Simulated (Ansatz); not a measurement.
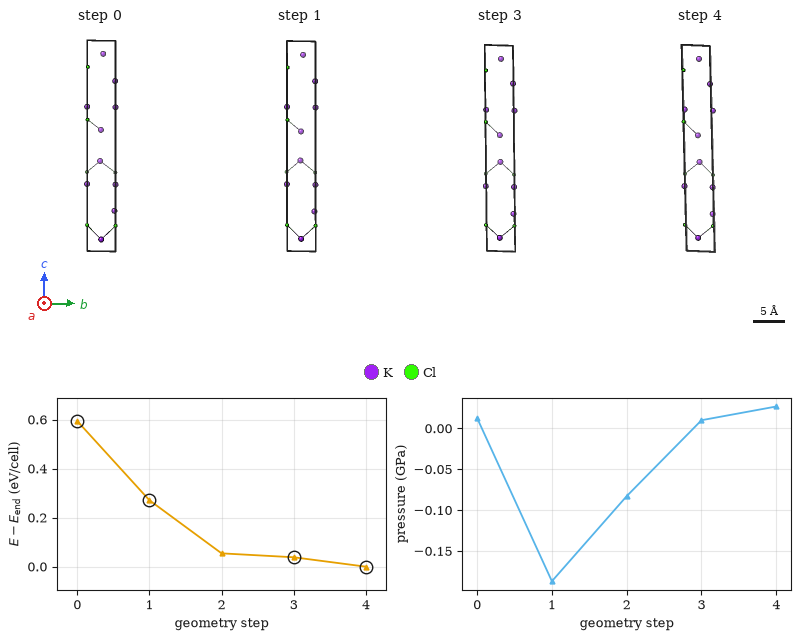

Frames of a relaxation of crystalline K₂Cl (a generated structure, set up in P1) (coarse preliminary run), marked on the history of the run. Style: ball-and-stick. Shown: the cell of the calculation, along the a axis.

Theory: Ansatz 0.2.0, DFT PBE, scalar-relativistic, plane waves, PAW. Settings: plane-wave cutoff 420 eV; k-point mesh 6 × 6 × 1; occupations gaussian; smearing width 0.2 eV; no spin polarisation; cell and atoms relaxed; force threshold 0.025 eV/Å; at most 60 steps.

Q: What happens along the run?

A: The run was cut off at its time limit before the relaxation converged, so the last structure is only a point on the way. The largest move relative to the cell is that of a K atom, 0.46 Å in a general direction near [−3 −3 1]. Largest moves by element: K 0.46 Å, Cl 0.40 Å. The drawn cell changes as follows: a 4.624 → 4.548 Å (−1.6 %), b 4.595 → 4.550 Å (−1.0 %), c 34.033 → 33.298 Å (−2.2 %), α 91.2° → 94.0°, β 89.2° → 87.0°, γ 91.1° → 93.9°; the volume changes by −5.2 %. Near-neighbour distances that change, for instance: Cl–K 3.417 → 3.031 Å, Cl–K 3.383 → 3.019 Å, Cl–K 2.707 → 3.055 Å, Cl–K 2.768 → 3.057 Å. Among the angles between lasting bonds that change: K–Cl–K 110.3° → 96.5°, Cl–K–Cl 110.3° → 96.5°, K–Cl–K 110.9° → 120.9°. The space group stays P1 (No. 1). The energy falls by 0.594 eV per cell of the calculation in 4 geometry steps. Largest force component: 0.77 eV/Å at the start, 0.035 eV/Å at the end. The pressure goes from 0.01 to 0.03 GPa. Cost: 3.9 min on 1 thread of Intel(R) Xeon(R) 6975P-C (Granite Rapids) (shared host), peak memory 1.1 GiB. From step 0 to 1: a K atom moves most (0.20 Å), volume −0.2 %, energy −0.323 eV per cell of the calculation. From step 1 to 3: a K atom moves most (0.29 Å), volume −3.3 %, energy −0.233 eV per cell of the calculation. From step 3 to 4: a K atom moves most (0.19 Å), volume −1.8 %, energy −38.4 meV per cell of the calculation.
